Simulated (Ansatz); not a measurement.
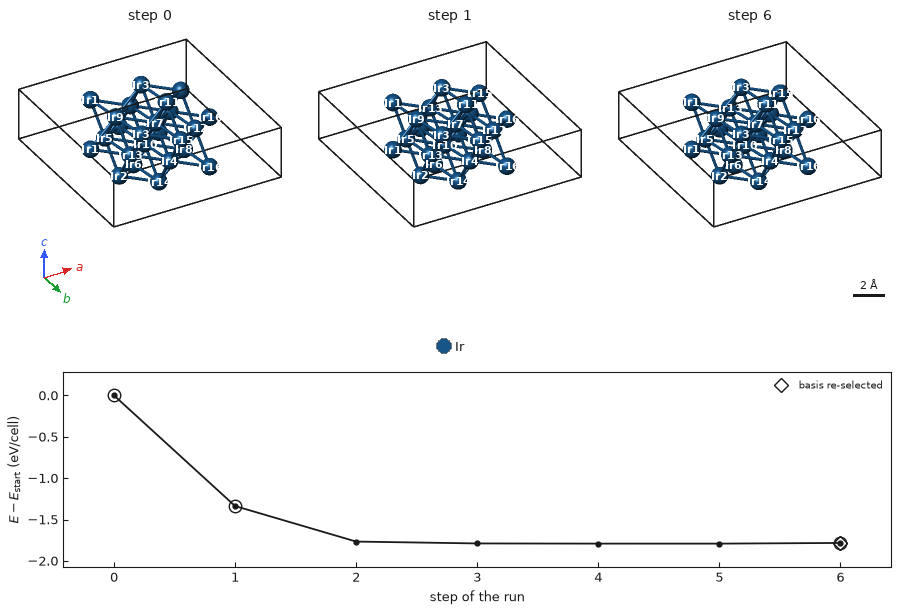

Frames of a relaxation of a wire of composition Ir, marked on the history of the run. The picture is a ball-and-stick view of the cell of the calculation, with the vacuum cut short, seen from a free direction.

Case: wire along [0 0 1], 16 atoms a period.

Level of theory: Ansatz, DFT PBE, scalar-relativistic, plane waves, PAW. Settings: plane-wave cutoff 420 eV; k-point mesh 1 × 1 × 14; occupations gaussian; smearing width 0.05 eV; no spin polarisation; cell relaxed at fixed a, b, alpha, beta, gamma; force threshold 0.02 eV/Å; at most 45 steps.

Describe the path.

Answer. The largest moves relative to the layer's centre, 0.095 Å, are those of Ir1, Ir6, Ir11 and Ir16. Along the periodic axis the drawn cell goes c 3.871 → 3.677 Å (−5.0 %). Some distances before and after: Ir1–Ir13 2.737 → 2.616 Å, Ir10–Ir14 2.737 → 2.628 Å, Ir12–Ir15 2.737 → 2.660 Å, Ir4–Ir13 2.737 → 2.788 Å. Over 5 accepted moves (6 points after the start) the energy falls by 1.783 eV per cell of the calculation. Largest force component: 1.3 eV/Å at the start, 0.0021 eV/Å at the end. The SCF was repeated once at an unchanged geometry on a basis and grid sized afresh for the cell, which shifted the energy by 8.2 meV per cell of the calculation at most. From step 0 to 1: Ir atoms move most (0.18 Å), energy −1.337 eV per cell of the calculation. From step 1 to 6: Ir atoms move most (0.08 Å), energy −0.446 eV per cell of the calculation.

```
step  E − E(0), meV/atom  largest force component, eV/Å                      note
   0                0.00                         1.2968                          
   1              -83.57                         1.0815                          
   2             -110.42                         0.2457                          
   3             -111.83                         0.0549                          
   4             -111.96                         0.0239                          
   5             -111.97                         0.0020                          
   6             -111.46                         0.0021  same geometry, new basis
```
